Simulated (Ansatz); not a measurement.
## Geometry relaxation of Al2Ru (part 2 of 2)

Continued. System: Al2Ru (P1, 3 atoms in the cell). Method: DFT PBEsol, scalar-relativistic, plane waves, PAW, no spin polarisation (Ansatz 0.2.0); cutoff 420 eV, 10×10×10 k-mesh, Gaussian smearing of 0.1 eV. The structure derives from a Materials Project entry. It belongs to a series of runs on one base structure; here: cure: more steps.

Geometry of the input (Å; fractional positions):
```
-1.5604  1.5604  4.2218
1.5604  -1.5604  4.2218
1.5604  1.5604  -4.2218
Al 0.6642  0.6812  0.1034
Al 0.2802  0.3015  -0.0709
Ru 0.0519  0.0413  0.0473
```

### Log, continued
```
relax step   6: F+E_penalty+E_count = -6867.57302607 eV  Δ(F+E_penalty+E_count) = -1.145e-3 eV  max|allowed force component| = 4.957e-3 eV/Å  Δτ_max = 0.0063 Å  P = +0.017 GPa  Ω = 41.029 Å³  energy of the carried Pulay correction = +3.344e-5 eV  (6 SCF iters, dr2 threshold 3.00e-7 eV, accepted)
Initial wavefunctions: pseudopotential atomic-orbital guess (no wavefunctions were taken with the density)
iter 1 solved again at ethr=5.97e-8 eV; its pass at ethr=3.10e-3 eV (dr2=1.31e-5 eV) is discarded
SCF iter   1: F=—  HF=-6867.573000 eV  |F-HF|=—  |Δ(HF+E_count)|=         —  Δρ=3.95e-6  dr2=1.05e-9  ethr=5.97e-8  ⟨swp⟩=3.0  Hψ=60889  notcnv=0
eigensolver tolerance schedule: the retry pair's looser diagonalisation over-reported the residual by 12527.28 of it (diagonalisation noise at 0.32 of the residual, at the tolerance the schedule requests for it); recorded, not acted on — ethr = c·dr2/N_el stays at c = 1.0e-1
preconditioner: auto → none  [insulator: Δε(μ)=0.181 eV  Ē_g=7.340 eV  σ=0.100 eV  W_gap=0.74  n_scr=10 (ndim 8)  ℏωp=21.7 eV  f_vac=0.000  D(μ)=0.21/eV (n_scr^D=0)  ε∞_Penn≈9.7]
SCF iter   2: F=—  HF=-6867.572993 eV  |F-HF|=—  |Δ(HF+E_count)|=   7.05e-6  Δρ=1.82e-6  dr2=3.52e-10  ethr=4.77e-12  ⟨swp⟩=3.1  Hψ=15860  notcnv=0
SCF iter   3: F=—  HF=-6867.572993 eV  |F-HF|=—  |Δ(HF+E_count)|=  1.36e-10  Δρ=8.38e-7  dr2=4.11e-11  ethr=1.60e-12  ⟨swp⟩=2.3  Hψ=10980  notcnv=0
iter 4 did not close the SCF: its close was put off for the readings that it lacked (scf_convergence_deferred on its scf_iter line)
SCF iter   4: F=-6867.572993 eV  HF=-6867.572993 eV  |F-HF|=9.09e-12  |Δ(HF+E_count)|=  6.00e-11  Δρ=1.76e-7  dr2=1.09e-11  ethr=1.00e-12  ⟨swp⟩=1.0  Hψ=7576  notcnv=0
iter 5 did not close the SCF: its close was put off for the readings that it lacked (scf_convergence_deferred on its scf_iter line)
SCF iter   5: F=-6867.572993 eV  HF=-6867.572993 eV  |F-HF|=9.09e-13  |Δ(HF+E_count)|=  1.82e-12  Δρ=4.99e-8  dr2=1.18e-12  ethr=1.00e-12  ⟨swp⟩=1.0  Hψ=7560  notcnv=0
iter 6 did not close the SCF: its close was put off for the readings that it lacked (scf_convergence_deferred on its scf_iter line)
SCF iter   6: F=-6867.572993 eV  HF=-6867.572993 eV  |F-HF|=9.09e-13  |Δ(HF+E_count)|=  9.09e-13  Δρ=1.67e-8  dr2=1.31e-13  ethr=1.00e-12  ⟨swp⟩=1.0  Hψ=7560  notcnv=0
iter 7 did not close the SCF: its close was put off for the readings that it lacked (scf_convergence_deferred on its scf_iter line)
SCF iter   7: F=-6867.572993 eV  HF=-6867.572993 eV  |F-HF|=1.82e-12  |Δ(HF+E_count)|=  9.09e-13  Δρ=4.09e-9  dr2=9.50e-15  ethr=1.00e-12  ⟨swp⟩=1.0  Hψ=7560  notcnv=0
SCF iter   8: F=-6867.572993 eV  HF=-6867.572993 eV  |F-HF|=0.00e0  |Δ(HF+E_count)|=  1.82e-12  Δρ=1.08e-9  dr2=2.85e-16  ethr=1.00e-12  ⟨swp⟩=2.1  Hψ=22681  notcnv=0
SCF 7 converged in 8 iterations: F = -6867.572993 eV  dr2 = 2.85e-16
relax step   7: F+E_penalty+E_count = -6867.57299272 eV  Δ(F+E_penalty+E_count) = +3.335e-5 eV  max|allowed force component| = 4.950e-3 eV/Å  Δτ_max = 0.0000 Å  P = +0.011 GPa  Ω = 41.029 Å³  stress off target by 1.27e-2 GPa  SCF on the basis re-selected at this cell (its energy is not comparable with the rows above)  (8 SCF iters)
```

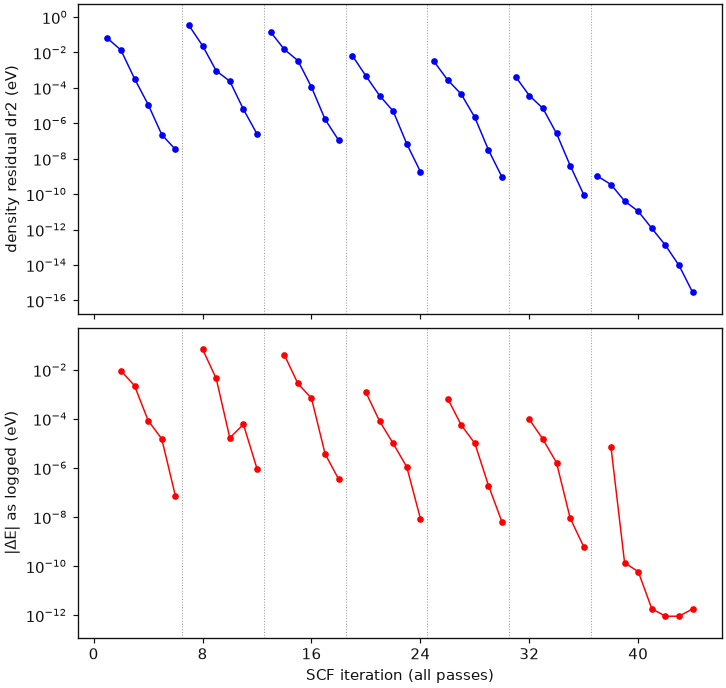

**Figure 1.** Convergence of the self-consistent field: density residual dr2 and size of the energy change against the SCF iteration. The dotted lines part the SCF passes of the relaxation: geometry steps, rejected trials and re-solves on a re-selected basis. The 7 passes take 6 to 8 iterations each, 44 in all.

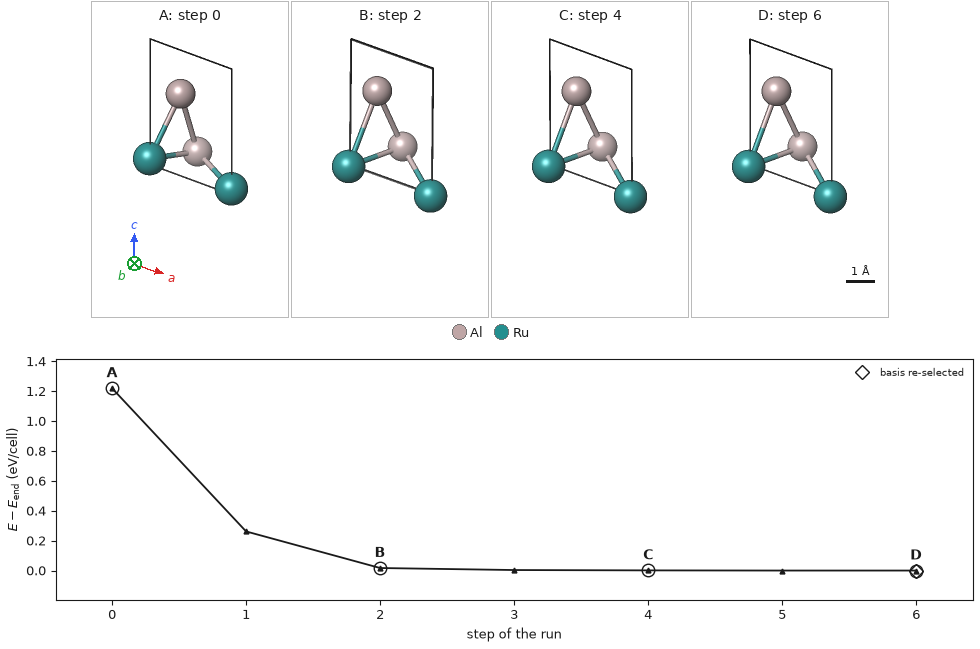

**Figure 2.** Frames of the relaxation (ball-and-stick view of the reduced cell, along the b axis) above the curves, on which the letters mark them (the first geometry is step 0 here and step 1 in the log).

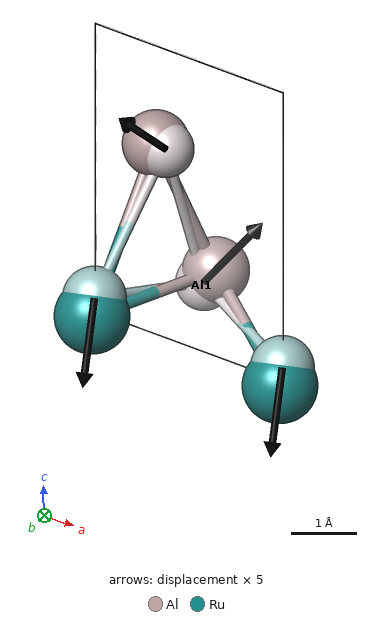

**Figure 3.** Start (faint) and end (solid) with the displacements (without the part carried along by the change of the cell) as black arrows, magnified 5 times (ball-and-stick view of the reduced cell, along the b axis). After 5 geometry steps the energy has fallen by 1.220 eV per cell of the calculation. The largest force component goes from 3.3 to 0.005 eV/Å. The pressure goes from 16.11 to 0.01 GPa. Al1 moves most relative to the cell: 0.29 Å. Largest moves by element: Al 0.29 Å, Ru 0.28 Å. The drawn cell changes as follows: a = b stay at 3.121 Å, c 4.764 → 4.754 Å (−0.2 %); the volume changes by −0.2 %. Distances before and after: Al1–Ru3 3.397 → 2.871 Å, Al1–Al2 3.118 → 2.686 Å, Al2–Ru3 2.975 → 2.582 Å. The space group (tolerance 0.01 Å) goes from P1 (No. 1) to I4/mmm (No. 139). A last SCF at the same geometry on a re-selected plane-wave basis shifts the energy by +0.0 meV per cell of the calculation. (Atoms are counted from 1 in the order of the input.)

```
basis re-selected at this cell: Δ(F+E_penalty+E_count) = +3.335e-5 eV, ΔP = -0.006 GPa vs the last step (what re-selecting the basis moved, of the pressure what is left beyond the Pulay correction that the steps carried, after the strain that the cell walked since its last selection, with what the two solves' SCF thresholds leave and, on support functions, any second-order correction that the steps lacked; it is no measure of the basis error at this ecutwfc). This SCF's stress stands 1.27e-2 GPa from its target on what of the cell is left free (relax.cell.stress_tol is 5.00e-2 GPa) and its largest allowed force component is 4.95e-3 eV/Å (relax.f_tol is 5.00e-3 eV/Å): within both
SCF converged after 8 iterations
Free energy (F): -6867.572993 eV
Harris-Foulkes:  -6867.572993 eV  (|F-HF|=0.00e0)
Internal energy: -6867.571935 eV  (E = F + TS)
E sigma→0 (E₀):  -6867.572464 eV
Entropy (-TS):   -0.001058 eV (-0.353 meV/atom)
Fermi energy:    14.062565 eV
--- Per-component energies (eV) ---
  E_band       = -145.181681
  E_kinetic    = 566.773350
  E_local      = -2142.142925  (includes V_loc(G=0)·N_el)
  E_nonlocal   = 366.032768
  E_hartree    = 797.833293
  E_xc         = -271.170371
  E_vxc        = -300.743612  (∫ρ·V_xc dr)
  E_paw        = -4309.873844  (= ΣΔE_a)
  E_vpaw       = -230.767654  (= ΣTr[D̂ρ^β])
  E_aug_tail   = -0.000194  (compensation charges beyond the density's cutoff)
  E_ewald      = -1875.315587
  E_core_change = 0.291574  (= ΣΔE_core)
  E_smearing   = -0.001058  (= −TS)
  E_closure    = 0.000000  (closes the sum)
  Σ components = -6867.572993   (vs F -6867.572993, Δ=0.00e0)
--- Forces (eV/Å), atoms counted from 1 ---
  atom   1  Al    -0.00032557     0.00004596     0.00495008
  atom   2  Al    -0.00001341     0.00000919    -0.00411887
  atom   3  Ru     0.00033899    -0.00005515    -0.00083130
  max |Σ_I F_I| component: 8.84e-8 eV/Å
--- Stress (GPa, compression-positive) ---
        0.011574       0.000019      -0.001723
        0.000019       0.011833      -0.001054
       -0.001723      -0.001054       0.008635
  P = ⅓ Tr σ = 0.0107 GPa (0.107 kbar)
--- Band table (eV; the first three rows and the last of 504) ---
  k-point 0: bands = ["-58.4720", "-28.5178", "-28.5178", "-28.4390", "3.1228", "8.6076", "10.2015", "12.0446", "12.0446", "12.0985", "13.0769", "16.4726", "18.6934", "20.1321", "20.1321"]
  k-point 1: bands = ["-58.4703", "-28.5300", "-28.5291", "-28.4364", "3.4504", "8.8881", "10.3473", "11.1376", "11.6272", "12.6577", "13.2383", "16.4154", "17.8551", "18.8120", "19.6718"]
  k-point 2: bands = ["-58.4659", "-28.5608", "-28.5586", "-28.4299", "4.3948", "9.5547", "10.5671", "10.7089", "10.7940", "11.7119", "14.1671", "16.3966", "17.0610", "17.6533", "18.6480"]
  k-point 503: bands = ["-58.4720", "-28.5179", "-28.5179", "-28.4414", "4.9762", "5.5981", "10.0392", "11.4211", "12.4846", "12.4846", "13.1030", "17.1844", "17.1844", "20.3358", "20.5668"]
--- Relaxed structure (6 steps of the walk, 6 accepted, 1 SCFs on fresh bases) ---
  F+E_penalty+E_count = -6867.57299272 eV   max|allowed force component| = 4.950e-3 eV/Å   (the final SCF, on the basis selected at the relaxed cell)
  cell:  # Å, volume = 41.0290 Å³
    - [-1.560665359026251, 1.560697046466696, 4.211141774247323]
    - [1.5607075459907194, -1.5606717203017206, 4.2111480061676465]
    - [1.5606651509004708, 1.5606715121759405, -4.211132413443151]
  atoms:
    - { symbol: Al, position: [0.657855808191403, 0.6670915020010392, 0.02661532817386192] }
    - { symbol: Al, position: [0.3396958471123328, 0.34892120902277435, 0.02660697953273923] }
    - { symbol: Ru, position: [-0.0012101288037357147, 0.008006138876186647, 0.026600885793398865] }
```

### Trajectory as extended XYZ (Å, eV, eV/Å), 7 frames, from step=1 to step=7
```
3
Lattice="-1.5604 1.5604 4.2218 1.5604 -1.5604 4.2218 1.5604 1.5604 -4.2218" Properties=species:S:1:pos:R:3:forces:R:3 step=1 energy=-6866.35315 pressure_GPa=16.11
Al    0.1878    0.1349    5.2436   -2.2684  -1.1601   3.3402
Al   -0.0773   -0.1438    2.7552    0.7162   0.8108  -0.0006
Ru    0.0572    0.0903    0.1937    1.5522   0.3493  -3.3397
3
Lattice="-1.4898 1.6016 4.2302 1.6092 -1.5043 4.2384 1.4833 1.4978 -4.1943" Properties=species:S:1:pos:R:3:forces:R:3 step=2 energy=-6867.31124 pressure_GPa=5.79
Al    0.1796    0.1172    5.4161   -0.8672  -0.4252   1.2062
Al    0.0597    0.0120    2.7504    0.2458   0.3410   0.5790
Ru    0.0426    0.0457    0.0537    0.6211   0.0841  -1.7850
3
Lattice="-1.5959 1.5201 4.2418 1.5116 -1.5910 4.2368 1.6046 1.5997 -4.2680" Properties=species:S:1:pos:R:3:forces:R:3 step=3 energy=-6867.55606 pressure_GPa=-0.61
Al    0.0004   -0.0196    5.4988    0.0049   0.0061   0.0014
Al    0.0297    0.0048    2.8083   -0.0139  -0.0061   0.0207
Ru    0.0559    0.0278   -0.0829    0.0087  -0.0001  -0.0218
3
Lattice="-1.5545 1.5606 4.2022 1.5652 -1.5546 4.2039 1.5529 1.5530 -4.2000" Properties=species:S:1:pos:R:3:forces:R:3 step=4 energy=-6867.56960 pressure_GPa=1.01
Al    0.0581    0.0238    5.4620    0.0471   0.0738  -0.0580
Al    0.0694    0.0413    2.7833   -0.1209  -0.1452  -0.0146
Ru    0.0504    0.0218   -0.0888    0.0738   0.0714   0.0726
3
Lattice="-1.5607 1.5665 4.2094 1.5652 -1.5606 4.2089 1.5609 1.5608 -4.2073" Properties=species:S:1:pos:R:3:forces:R:3 step=5 energy=-6867.57188 pressure_GPa=-0.40
Al    0.0599    0.0321    5.4588   -0.0089  -0.0090   0.1194
Al    0.0551    0.0256    2.7880    0.0263   0.0392  -0.0617
Ru    0.0573    0.0295   -0.0786   -0.0174  -0.0302  -0.0577
3
Lattice="-1.5607 1.5607 4.2111 1.5607 -1.5607 4.2111 1.5607 1.5607 -4.2111" Properties=species:S:1:pos:R:3:forces:R:3 step=6 energy=-6867.57303 pressure_GPa=0.02
Al    0.0560    0.0271    5.4675   -0.0003   0.0000   0.0050
Al    0.0559    0.0271    2.7878    0.0000   0.0000  -0.0041
Ru    0.0559    0.0271   -0.0834    0.0003   0.0000  -0.0008
3
Lattice="-1.5607 1.5607 4.2111 1.5607 -1.5607 4.2111 1.5607 1.5607 -4.2111" Properties=species:S:1:pos:R:3:forces:R:3 step=7 energy=-6867.57299 pressure_GPa=0.01
Al    0.0560    0.0271    5.4675   -0.0003   0.0000   0.0050
Al    0.0559    0.0271    2.7878    0.0000   0.0000  -0.0041
Ru    0.0559    0.0271   -0.0834    0.0003  -0.0001  -0.0008
```
